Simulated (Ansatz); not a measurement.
Structure of Co:

```yaml
crystal:
  lattice:
    - [4.53314, 0.00000, 0.00000]
    - [0.00000, 4.53314, 0.00000]
    - [0.00000, 0.00000, 4.53314]
  atoms:
    - { symbol: Co, position: [0.00000, 0.00000, 0.00000] }
    - { symbol: Co, position: [0.50000, 0.50000, 0.50000] }
    - { symbol: Co, position: [0.25000, 0.00000, 0.50000] }
    - { symbol: Co, position: [0.75000, 0.00000, 0.50000] }
    - { symbol: Co, position: [0.50000, 0.25000, 0.00000] }
    - { symbol: Co, position: [0.50000, 0.75000, 0.00000] }
    - { symbol: Co, position: [0.00000, 0.50000, 0.25000] }
    - { symbol: Co, position: [0.00000, 0.50000, 0.75000] }
```

It is based on the input geometry of an electronic-structure calculation (not necessarily at equilibrium); the starting structure was generated, so it need not be a known form of this composition.

Q: Predict radii and indices of the first 8 visible rings (3 % of the strongest or more) for 200 kV electrons.

A:
```csv
ring,radius,d (Å),hkl
1,4.41 nm⁻¹,2.27,200
2,4.93 nm⁻¹,2.03,210
3,5.40 nm⁻¹,1.851,211
4,7.64 nm⁻¹,1.309,222
5,7.95 nm⁻¹,1.257,320
6,8.25 nm⁻¹,1.212,321
7,8.82 nm⁻¹,1.133,400
8,9.87 nm⁻¹,1.014,420
```

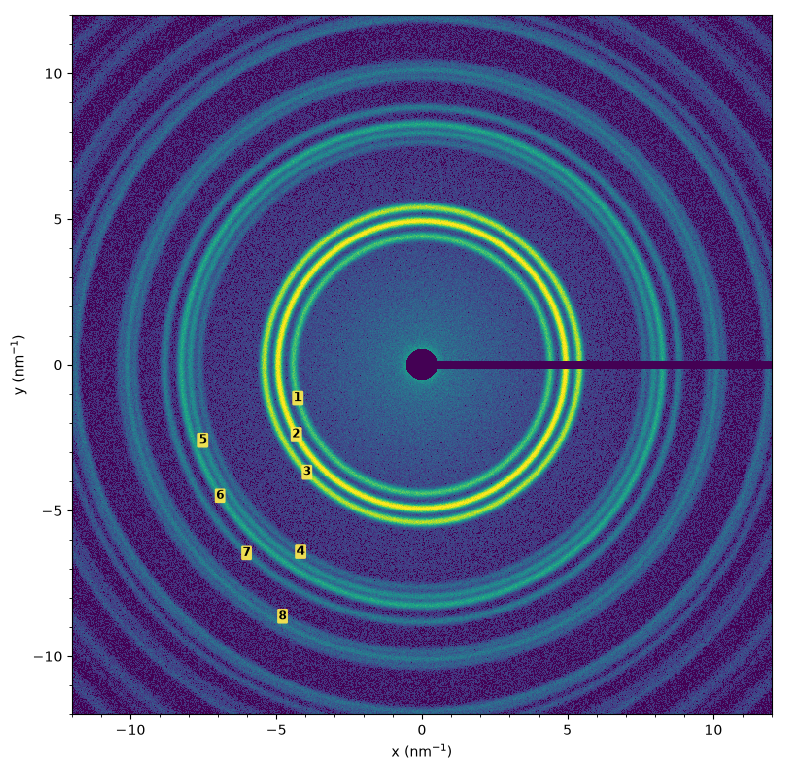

Simulated electron diffraction rings at 200 kV (λ = 0.0251 Å), scale in nm⁻¹ (radius = 1/d), for a fine-grained powder without texture. Kinematic intensities with B = 0.3 Å² for all atoms, without multiple scattering; brightness goes as intensity to the power 0.4, clipped at the top, with counting noise. Reflections closer than the ring width show as one ring. The numbers mark the rings of the table.
